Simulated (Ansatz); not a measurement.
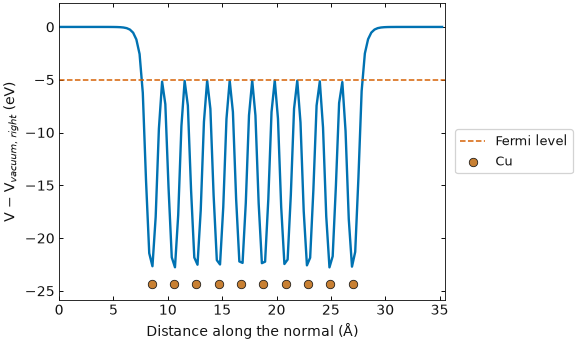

Plane-averaged electrostatic potential energy of an electron across the slab; circles at the bottom mark the heights of the atoms (positions after relaxation).

Structure: a (001) slab cut from Cu (P6_3/mmc), 10 atoms in the cell.

Ansatz 0.2.0; DFT PBEsol, scalar-relativistic, plane waves, PAW, no spin polarisation, 12×12×1 k mesh, 420 eV cutoff.

Q: What is the work function?

A: The work function is 5.02 eV, the same on both faces. The two vacuum levels agree, so the slab has no net dipole along its normal.

Q: How thick are slab and vacuum?

A: The outermost atoms are 18.5 Å apart, which leaves 17.0 Å of vacuum in a cell 35.5 Å high.
